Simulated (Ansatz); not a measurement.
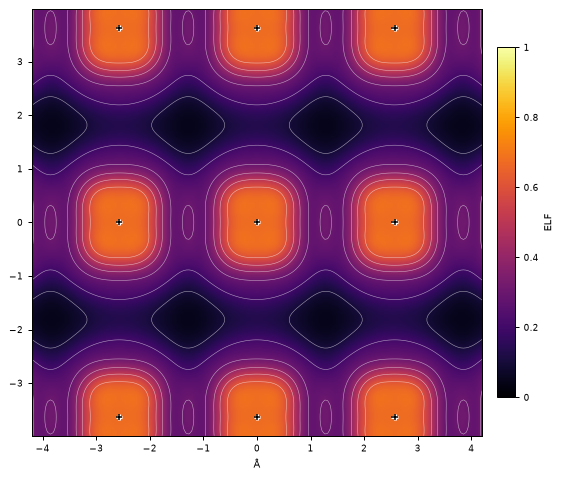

The ELF on a plane through atoms (crosses mark nuclei in the plane).

Level of theory: DFT, r2SCAN, plane waves (500 eV) with PAW, scalar-relativistic in Ansatz 0.2.0.

Candidates:
A. Pt, a = 2.57 Å, b = 2.57 Å, c = 2.57 Å, α = 90.00°, β = 90.00°, γ = 90.00°. Space group Pm-3m; set up as Pt, simple cubic; a generated structure, not necessarily the stable one; changed on purpose from its base cell (volume × 0.96); computed pressure about 10 GPa in this cell; the program warned that a starting moment wasn't kept; spin-polarised, but the moments vanished.
B. La, a = 3.31 Å, b = 3.31 Å, c = 3.31 Å, α = 90.00°, β = 90.00°, γ = 90.00°. Space group Pm-3m; set up as La, simple cubic; a generated structure, not necessarily the stable one; changed on purpose from its base cell (volume × 0.96); spin-polarised.

Question: Which system is this?

Answer: Candidate A: Pt on the (110) plane of the conventional cell, which holds Pt. Pt–Pt (2.57 Å): the ELF is about 0.30 at the midpoint (no shared electron pair shows on this line).
